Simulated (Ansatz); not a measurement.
## Two runs on PtTe2

System: PtTe2 (P-3m1, 3 atoms in the cell).
Method of run 1: DFT, PBE, plane waves, PAW, no spin polarisation (Ansatz 0.2.0).

The structure derives from an entry of the Crystallography Open Database. Text and figures count atoms from 1; the logs count them from 0 in places.

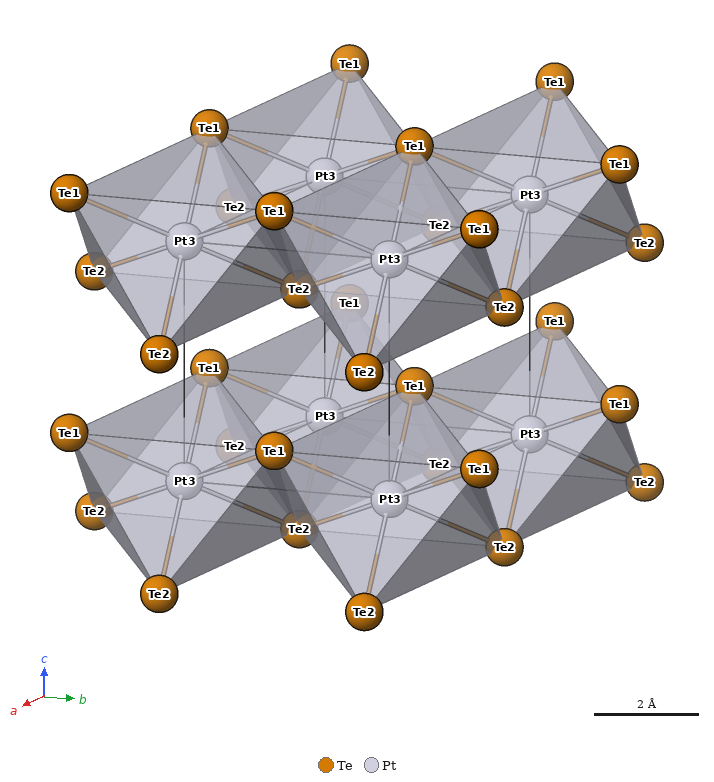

**Figure 1.** The input geometry (polyhedral view of the cell of the calculation, seen at an oblique angle; polyhedra are completed across the faces of the cell; atoms are numbered from 1 in the order of the input). An atom can appear more than once, as a periodic image.

## Input file, run 1
```yaml
crystal:
  lattice:
    - [4.0597560715, -2.916735016393e-11, 2.049095353027e-19]
    - [-2.029878035725, 3.515851891102, 5.598232613831e-19]
    - [2.658010219884e-19, 9.919829187073e-19, 5.105334681799]
  atoms:
    - { symbol: Te, position: [0.3333333333333, 0.6666666666667, 0.2657259878202] }
    - { symbol: Te, position: [0.6666666666667, 0.3333333333333, 0.7342740121798] }
    - { symbol: Pt, position: [1.68686299334e-34, 3.612978209331e-35, 1.10944212007e-19] }
basis:
  ecutwfc: 420
  ecutrho_ratio: 4
kpoints:
  mp_grid: { grid: [8, 8, 6] }
hamiltonian:
  xc: pbe
scf:
  occupations: { method: gaussian, width: 0.05 }
  algorithm: density_mixing
output:
  forces: true
  stress: true
```

Launched with:
```bash
ansatz run input.yaml --threads 4 --pin off --max-ram 8192MiB --backend cpu --events-out ev --progress --plain --runs-dir out
```

Hardware: 4 threads of Arm Neoverse V2, 24 GiB of memory available, shared host.

## Output, shortened to warnings, some set-up lines, iterations and results (run 1)
```
Basis set: ecut = 420 eV, 1409 PW (Γ), exchange–correlation on 60×60×72 points (8 copies of the dense FFT grid, shifted against one another)
Symmetry: 12 space group operations
k-points: 50 of 384
Initial density: superposition of atomic densities (neutral atoms: chi_scale 0, normalization atom), corrected by the library's trained network
[...]
SCF iter   1: F=—  HF=-26484.060074 eV  |F-HF|=—  |Δ(HF+E_count)|=         —  Δρ=3.19e-3  dr2=7.00e-3  ethr=1.77e-3  ⟨swp⟩=6.2  Hψ=6218  notcnv=0
SCF iter   2: F=—  HF=-26484.060705 eV  |F-HF|=—  |Δ(HF+E_count)|=   6.31e-4  Δρ=1.85e-3  dr2=4.16e-3  ethr=1.40e-5  ⟨swp⟩=2.0  Hψ=3248  notcnv=0  defer=3
SCF iter   3: F=—  HF=-26484.059302 eV  |F-HF|=—  |Δ(HF+E_count)|=   1.40e-3  Δρ=4.98e-4  dr2=8.71e-5  ethr=8.31e-6  ⟨swp⟩=2.0  Hψ=2526  notcnv=0  defer=3
SCF iter   4: F=—  HF=-26484.059365 eV  |F-HF|=—  |Δ(HF+E_count)|=   6.34e-5  Δρ=2.23e-4  dr2=1.75e-5  ethr=1.74e-7  ⟨swp⟩=2.0  Hψ=1895  notcnv=0  defer=3
SCF iter   5: F=—  HF=-26484.059392 eV  |F-HF|=—  |Δ(HF+E_count)|=   2.64e-5  Δρ=3.38e-5  dr2=1.14e-6  ethr=3.50e-8  ⟨swp⟩=2.0  Hψ=1996  notcnv=0  defer=3
SCF iter   6: F=-26484.059393 eV  HF=-26484.059393 eV  |F-HF|=3.90e-8  |Δ(HF+E_count)|=   1.03e-6  Δρ=8.15e-6  dr2=7.64e-8  ethr=2.00e-10  ⟨swp⟩=3.4  Hψ=6155  notcnv=0
SCF 1 converged in 6 iterations: F = -26484.059393 eV  dr2 = 7.64e-8
SCF converged after 6 iterations
Free energy (F): -26484.059393 eV
Harris-Foulkes:  -26484.059393 eV  (|F-HF|=3.90e-8)
Internal energy: -26484.057778 eV  (E = F + TS)
E sigma→0 (E₀):  -26484.058586 eV
Entropy (-TS):   -0.001615 eV (-0.538 meV/atom)
Fermi energy:    13.893762 eV
--- Per-component energies (eV) ---
  E_band       = -691.270975
  E_kinetic    = 1001.342440
  E_local      = -4372.271443  (includes V_loc(G=0)·N_el)
  E_nonlocal   = -421.380166
  E_hartree    = 2331.878423
  E_xc         = -511.864923
  E_vxc        = -513.209116  (∫ρ·V_xc dr)
  E_paw        = -18779.293465  (= ΣΔE_a)
  E_vpaw       = -1049.503531  (= ΣTr[D̂ρ^β])
  E_aug_tail   = -0.000143  (compensation charges beyond the density's cutoff)
  E_ewald      = -5732.468501
  E_smearing   = -0.001615  (= −TS)
  E_closure    = 0.000000  (closes the sum)
  Σ components = -26484.059393   (vs F -26484.059393, Δ=0.00e0)
--- Forces (eV/Å), atoms counted from 1 ---
  atom   1  Te     0.00000000     0.00000000    -0.00494184
  atom   2  Te    -0.00000000     0.00000000     0.00494184
  atom   3  Pt     0.00000000    -0.00000000     0.00000000
  max |Σ_I F_I| component: 4.34e-19 eV/Å
--- Stress (GPa, compression-positive) ---
        3.364833      -0.000000       0.000000
       -0.000000       3.364833       0.000000
        0.000000       0.000000       3.325791
  P = ⅓ Tr σ = 3.3518 GPa (33.518 kbar)
```

The input of run 2 differs as follows (lines with − go, lines with + come):
```diff
-    - [4.0597560715, -2.916735016393e-11, 2.049095353027e-19]
-    - [-2.029878035725, 3.515851891102, 5.598232613831e-19]
-    - [2.658010219884e-19, 9.919829187073e-19, 5.105334681799]
+    - [4.0179994522, 0.0, 0.0]
+    - [-2.0089997261, 3.4796895981, 0.0]
+    - [0.0, 0.0, 5.2119993301]
-    - { symbol: Te, position: [0.3333333333333, 0.6666666666667, 0.2657259878202] }
-    - { symbol: Te, position: [0.6666666666667, 0.3333333333333, 0.7342740121798] }
-    - { symbol: Pt, position: [1.68686299334e-34, 3.612978209331e-35, 1.10944212007e-19] }
+    - { symbol: Te, position: [0.3333333333, 0.6666666667, 0.25] }
+    - { symbol: Te, position: [0.6666666667, 0.3333333333, 0.75] }
+    - { symbol: Pt, position: [0.0, 0.0, 0.0] }
-  algorithm: density_mixing
+  eigenvalues: true
```

How does run 2 compare with run 1?

With the same functional and potentials, run 2 lies 28.4 meV per atom higher. The pressure goes from 3.35 to 7.83 GPa. The largest force goes from 0.005 to 0.935 eV/Å. The number of SCF iterations is the same.

## Output, shortened to warnings, some set-up lines, iterations and results (run 2)
```
Basis set: ecut = 420 eV, 1409 PW (Γ), exchange–correlation on 54×54×72 points (8 copies of the dense FFT grid, shifted against one another)
Symmetry: 12 space group operations
k-points: 50 of 384
Initial density: superposition of atomic densities (neutral atoms: chi_scale 0, normalization atom), corrected by the library's trained network
[...]
SCF iter   1: F=—  HF=-26483.974590 eV  |F-HF|=—  |Δ(HF+E_count)|=         —  Δρ=2.63e-3  dr2=5.25e-3  ethr=1.77e-3  ⟨swp⟩=6.4  Hψ=6555  notcnv=0
SCF iter   2: F=—  HF=-26483.975209 eV  |F-HF|=—  |Δ(HF+E_count)|=   6.19e-4  Δρ=1.55e-3  dr2=2.86e-3  ethr=1.05e-5  ⟨swp⟩=2.0  Hψ=3305  notcnv=0  defer=41
SCF iter   3: F=—  HF=-26483.974355 eV  |F-HF|=—  |Δ(HF+E_count)|=   8.54e-4  Δρ=3.95e-4  dr2=1.24e-4  ethr=5.71e-6  ⟨swp⟩=2.0  Hψ=2579  notcnv=0  defer=41
SCF iter   4: F=—  HF=-26483.974349 eV  |F-HF|=—  |Δ(HF+E_count)|=   6.51e-6  Δρ=7.22e-5  dr2=4.00e-6  ethr=2.47e-7  ⟨swp⟩=2.0  Hψ=2508  notcnv=0  defer=41
SCF iter   5: F=—  HF=-26483.974325 eV  |F-HF|=—  |Δ(HF+E_count)|=   2.39e-5  Δρ=1.35e-5  dr2=1.35e-7  ethr=8.01e-9  ⟨swp⟩=2.0  Hψ=1978  notcnv=0  defer=41
SCF iter   6: F=-26483.974325 eV  HF=-26483.974325 eV  |F-HF|=5.09e-11  |Δ(HF+E_count)|=   6.28e-8  Δρ=1.85e-6  dr2=2.30e-9  ethr=2.00e-10  ⟨swp⟩=8.8  Hψ=6375  notcnv=0
SCF 1 converged in 6 iterations: F = -26483.974325 eV  dr2 = 2.30e-9
SCF converged after 6 iterations
Free energy (F): -26483.974325 eV
Harris-Foulkes:  -26483.974325 eV  (|F-HF|=5.09e-11)
Internal energy: -26483.971937 eV  (E = F + TS)
E sigma→0 (E₀):  -26483.973131 eV
Entropy (-TS):   -0.002388 eV (-0.796 meV/atom)
Fermi energy:    14.072175 eV
--- Per-component energies (eV) ---
  E_band       = -694.077649
  E_kinetic    = 1003.779163
  E_local      = -4556.975211  (includes V_loc(G=0)·N_el)
  E_nonlocal   = -421.467287
  E_hartree    = 2422.409221
  E_xc         = -512.873709
  E_vxc        = -514.556708  (∫ρ·V_xc dr)
  E_paw        = -18779.425305  (= ΣΔE_a)
  E_vpaw       = -1049.675275  (= ΣTr[D̂ρ^β])
  E_aug_tail   = -0.000136  (compensation charges beyond the density's cutoff)
  E_ewald      = -5639.418674
  E_smearing   = -0.002388  (= −TS)
  E_closure    = 0.000000  (closes the sum)
  Σ components = -26483.974325   (vs F -26483.974325, Δ=0.00e0)
--- Forces (eV/Å), atoms counted from 1 ---
  atom   1  Te    -0.00000000     0.00000000     0.93454262
  atom   2  Te     0.00000000     0.00000000    -0.93454262
  atom   3  Pt    -0.00000000     0.00000000     0.00000000
  max |Σ_I F_I| component: 2.22e-16 eV/Å
--- Stress (GPa, compression-positive) ---
        8.410247      -0.000000      -0.000000
       -0.000000       8.410247      -0.000000
       -0.000000      -0.000000       6.658486
  P = ⅓ Tr σ = 7.8263 GPa (78.263 kbar)
```

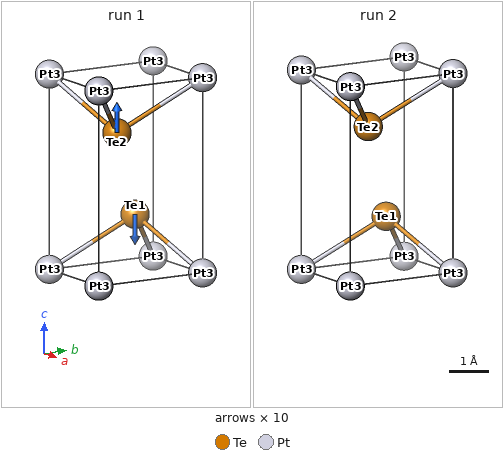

**Figure 2.** The two input geometries at one scale (ball-and-stick view of the cell of the calculation, seen slightly off an axis). The blue arrows on the first give the shifts of the atoms relative to the cell, magnified 10 times. The largest moves relative to the cell, 0.082 Å, are those of Te1 and Te2. Pt stays in place. The drawn cell changes at constant volume: a = b 4.060 → 4.018 Å (−1.0 %), c 5.105 → 5.212 Å (+2.1 %). Among the contacts that change: Te1–Pt3 2.708 → 2.661 Å.

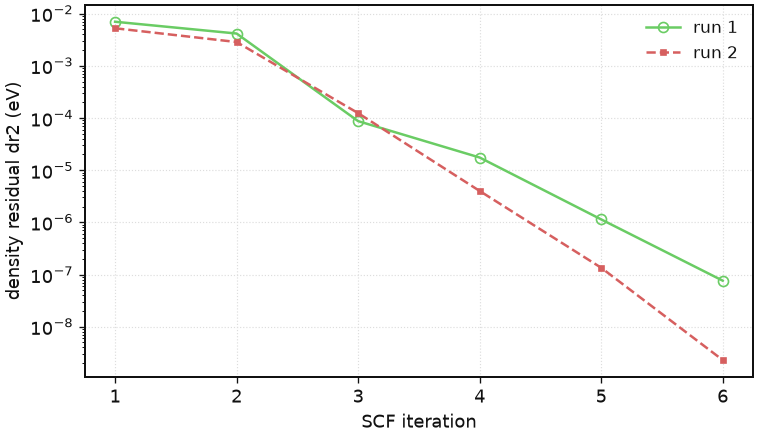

**Figure 3.** Convergence of the two runs: density residual dr2 against the SCF iteration. Run 1 takes 6 iterations in all, and run 2 takes 6.

## The two runs side by side

| quantity | run 1 | run 2 |
| --- | --- | --- |
| outcome | converged | converged |
| free energy per atom (eV) | −8828.0198 | −8827.9914 |
| energy per atom, smearing taken to zero (eV) | −8828.0195 | −8827.9910 |
| pressure (GPa) | 3.35 | 7.83 |
| largest force (eV/Å) | 0.005 | 0.935 |
| SCF iterations | 6 | 6 |
| irreducible k-points | 50 | 50 |
| plane waves at Γ | 1409 | 1409 |
| gap on the mesh (eV) | – | 0.00 |
| wall time (shared host) | 1.1 s | 1.2 s |

For both runs: Spin–orbit coupling is left out, which matters for Pt. For run 2: The cell is under a pressure of 7.8 GPa at this level, so it is not at its equilibrium volume.
